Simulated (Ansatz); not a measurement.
H: single-point calculation

H (Cmce, 4 atoms in the cell), computed with DFT PBEsol, scalar-relativistic, plane waves, PAW, no spin polarisation (Ansatz 0.2.0).

The structure derives from a Materials Project entry. It belongs to a series of runs on one base structure; here: strain +0.000 along x and y, -0.015 along z, atoms carried along. Figures and captions count atoms from 1; the log counts them from 0 in places.

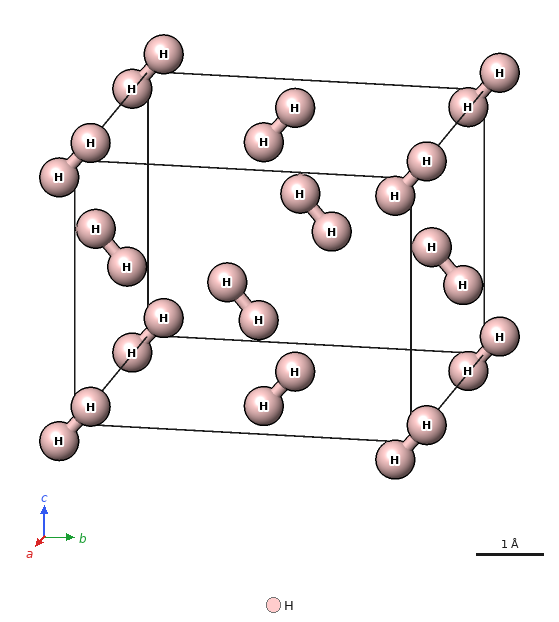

Fig. 1: The structure (ball-and-stick view of the cell 2 times as large as that of the calculation, set on its symmetry axes, seen slightly off an axis).

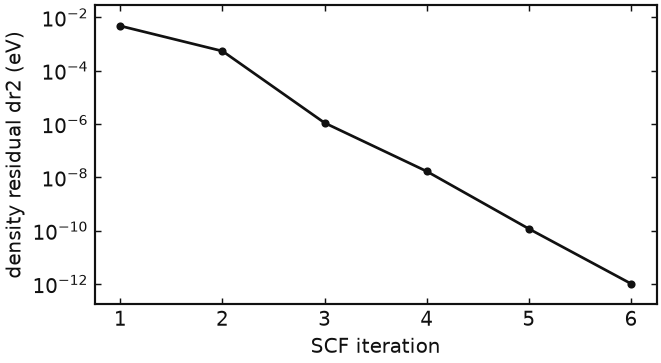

Fig. 2: Convergence of the self-consistent field: density residual dr2 against the SCF iteration. The residual falls at every step.

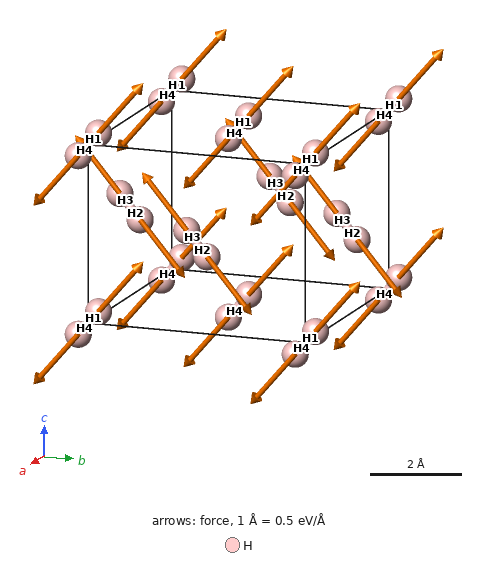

Fig. 3: Forces on the atoms as orange arrows (ball-and-stick view of the cell 2 times as large as that of the calculation, set on its symmetry axes, seen slightly off an axis; atoms are numbered from 1 in the order of the input). The largest act on all 4 H atoms (0.82 eV/Å). The geometry is not a stationary point of this energy.

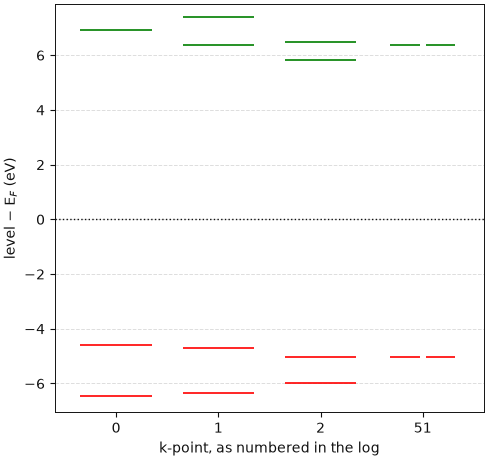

Fig. 4: Kohn–Sham levels near the Fermi level (dotted) at the few k-points that the log prints; levels within 0.02 eV of each other stand side by side. Among these points the highest filled and lowest empty levels are 10.42 eV apart; the gap on the full mesh, 9.18 eV, has an edge at a point that isn't printed.

These pictures come from the run below.

Input
```yaml
crystal:
  lattice:
    - [2.6234813799, -2.5669048168, 0.0]
    - [2.6234813799, 2.5669048168, 0.0]
    - [0.0, 0.0, 4.07969073]
  atoms:
    - { symbol: H, position: [0.95329563, 0.04670437, 0.06850889] }
    - { symbol: H, position: [0.45329563, 0.54670437, 0.43149111] }
    - { symbol: H, position: [0.54670437, 0.45329563, 0.56850889] }
    - { symbol: H, position: [0.04670437, 0.95329563, 0.93149111] }
basis:
  ecutwfc: 420
kpoints:
  mp_grid: { grid: [6, 6, 6] }
hamiltonian:
  xc: pbesol
scf:
  occupations: { method: gaussian, width: 0.05 }
output:
  forces: true
  stress: true
  eigenvalues: true
```

Command:
```bash
ansatz run input.yaml --threads 1 --pin off --max-ram 1228MiB --backend cpu --events-out ev --progress --plain --runs-dir out
```

The program's output
```
Engine: ansatz 0.2.0, x86_64-unknown-linux-gnu
Pseudopotentials: kind: paw
Pseudopotential: H, paw, valence charge 1, recommended cutoff 420 eV (normal), H.paw.azcp
Functional definition: PBEsol
  exchange = pbesol_x
  correlation = pbesol_c
Crystal: 4 atoms, lattice volume = 54.947 Å³
Basis set: ecut = 420 eV, 1069 PW (Γ), exchange–correlation on 50×50×60 points (8 copies of the dense FFT grid, shifted against one another)
Bands: 6, of which v1, the nominal top of the filled ones, is band 2 counted from 1 (1 counted from 0)
Symmetry: 8 space group operations
Space group: Cmce (ITA 64), of the structure as read, at distance tolerance 3.8e-5 Å
k-points: 52 of 216
Non-local potential: H, projectors of the file, l = 0: 2, l = 1: 1
PAW form: soft (Blöchl's): semilocal exchange-correlation on the pseudo side does not see the compensation charge
PAW one-centre angular grid: H, 110 points (default); XC on 64 Gauss nodes
Initial density: superposition of atomic densities (neutral atoms: chi_scale 0, normalization atom), corrected by the library's trained network
Initial wavefunctions: pseudopotential atomic-orbital guess
Functional: x = pbesol(κ = 0.804, μ = 0.12345679012345678), c = pbesol(β = 0.046)
SCF iter   1: F=—  HF=-62.450052 eV  |F-HF|=—  |Δ(HF+E_count)|=         —  Δρ=3.60e-3  dr2=4.81e-3  ethr=1.77e-3  ⟨swp⟩=3.3  Hψ=2448  notcnv=0
preconditioner: auto → none  [insulator: Δε(μ)=9.104 eV  Ē_g=12.855 eV  σ=0.050 eV  W_gap=1.00  n_scr=6 (ndim 8)  ℏωp=10.0 eV  f_vac=0.012  D(μ)=0.00/eV (n_scr^D=0)  ε∞_Penn≈1.6]
SCF iter   2: F=—  HF=-62.449384 eV  |F-HF|=—  |Δ(HF+E_count)|=   6.68e-4  Δρ=1.25e-3  dr2=5.48e-4  ethr=1.20e-4  ⟨swp⟩=1.0  Hψ=728  notcnv=0
SCF iter   3: F=—  HF=-62.449542 eV  |F-HF|=—  |Δ(HF+E_count)|=   1.58e-4  Δρ=7.74e-5  dr2=1.11e-6  ethr=1.37e-5  ⟨swp⟩=2.0  Hψ=413  notcnv=0
SCF iter   4: F=—  HF=-62.449553 eV  |F-HF|=—  |Δ(HF+E_count)|=   1.07e-5  Δρ=9.40e-6  dr2=1.69e-8  ethr=2.78e-8  ⟨swp⟩=2.0  Hψ=416  notcnv=0
iter 5 did not close the SCF: its close was put off for the readings that it lacked (scf_convergence_deferred on its scf_iter line)
SCF iter   5: F=-62.449553 eV  HF=-62.449553 eV  |F-HF|=1.09e-9  |Δ(HF+E_count)|=   4.90e-8  Δρ=7.62e-7  dr2=1.18e-10  ethr=4.23e-10  ⟨swp⟩=2.4  Hψ=411  notcnv=0
SCF iter   6: F=-62.449553 eV  HF=-62.449553 eV  |F-HF|=6.39e-14  |Δ(HF+E_count)|=   1.11e-9  Δρ=4.89e-8  dr2=1.03e-12  ethr=2.94e-12  ⟨swp⟩=1.0  Hψ=883  notcnv=0
SCF 1 converged in 6 iterations: F = -62.449553 eV  dr2 = 1.03e-12
  greatest PAW one-centre occupation: 0.374 electrons in one spin orbital (limit 2), on the H atom at site 3 (counted from 0), in its partial waves of l = 0
SCF converged after 6 iterations
Free energy (F): -62.449553 eV
Harris-Foulkes:  -62.449553 eV  (|F-HF|=6.39e-14)
Internal energy: -62.449553 eV  (E = F + TS)
E sigma→0 (E₀):  -62.449553 eV
Fermi energy:    -3.638577 eV
--- Per-component energies (eV) ---
  E_band       = -35.772615
  E_kinetic    = 53.509327
  E_local      = -93.921018  (includes V_loc(G=0)·N_el)
  E_nonlocal   = 6.725116
  E_hartree    = 22.487663
  E_xc         = -34.211739
  E_vxc        = -44.318915  (∫ρ·V_xc dr)
  E_paw        = -2.169218  (= ΣΔE_a)
  E_vpaw       = -2.737331  (= ΣTr[D̂ρ^β])
  E_aug_tail   = -0.005112  (compensation charges beyond the density's cutoff)
  E_ewald      = -14.864572
  E_smearing   = -0.000000  (= −TS)
  E_closure    = -0.000000  (closes the sum)
  Σ components = -62.449553   (vs F -62.449553, Δ=0.00e0)
--- Forces (eV/Å), atoms counted from 1 ---
  atom   1  H     -0.00000000     0.53100307     0.61969020
  atom   2  H      0.00000000     0.53100307    -0.61969020
  atom   3  H     -0.00000000    -0.53100307     0.61969020
  atom   4  H      0.00000000    -0.53100307    -0.61969020
  max |Σ_I F_I| component: 5.42e-20 eV/Å
--- Stress (GPa, compression-positive) ---
        0.031369      -0.000000      -0.000000
       -0.000000       1.455791      -0.000000
       -0.000000      -0.000000       2.057761
  P = ⅓ Tr σ = 1.1816 GPa (11.816 kbar)
--- Band table (eV; the first three rows and the last of 52) ---
  k-point 0: bands = ["-10.0927", "-8.2303", "3.2775", "4.4478", "4.8392", "6.8970"]
  k-point 1: bands = ["-9.9695", "-8.3467", "2.7501", "3.7435", "5.3904", "7.1374"]
  k-point 2: bands = ["-9.6270", "-8.6797", "2.1908", "2.8372", "6.2256", "7.8547"]
  k-point 51: bands = ["-8.6552", "-8.6552", "2.7325", "2.7325", "4.2853", "4.2853"]
```

Results in brief

```tsv
quantity	value
outcome	converged
space group (tolerance 0.01 Å)	Cmce (64)
electrons treated	4
free energy	−62.4496 eV
Fermi energy	−3.639 eV
gap on the k-point mesh	9.18 eV
pressure	1.18 GPa
largest force (length of the vector)	0.816 eV/Å
hardware	1 thread of an x86-64 CPU, shared host
wall time	0.67 s
peak memory	0.32 GiB
```
